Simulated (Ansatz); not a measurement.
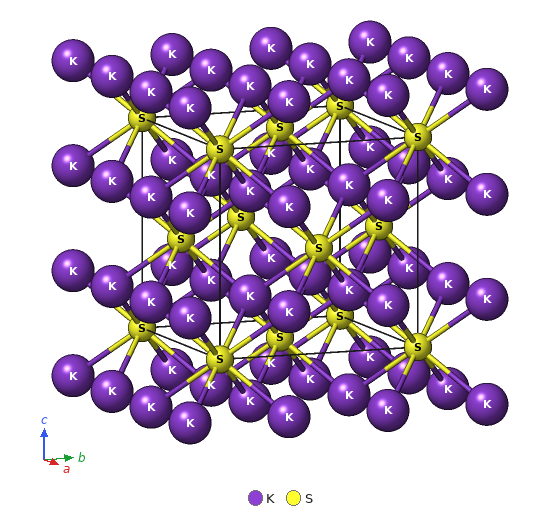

The compound is K₂S (space group Fm-3m, No. 225), taken as a calculation's input that goes back to an entry of the Crystallography Open Database (an earlier step may have relaxed or displaced it).

Bonds are taken as K–S below 3.6 Å; no other contact counts. Simplification: prune 0- and 1-connected atoms, fold 2-connected ones into links.

Question: What kind of net remains, and which atoms are its nodes?

Answer: A binodal (4,8)-connected, three-periodic net: K is a 4-connected node; S is an 8-connected node, in the ratio 2:1.

Question: Which named net is it?

Answer: It is the flu net, known from fluorite.

Question: Is the net interpenetrated?

Answer: It is a single net, without interpenetration.

Question: Give the point symbol of each node (shortest cycle at each angle).

Answer: K: 4⁶; S: 4¹²·6¹²·8⁴.

Question: How many nodes does the smallest cycle have?

Answer: Four.

The simplified net, drawn on the atoms' positions. Nodes are coloured by element. Edges to nodes outside the piece are drawn as stubs.

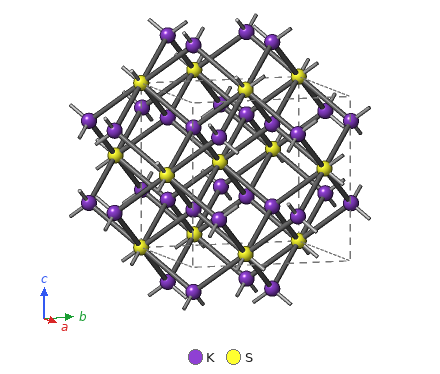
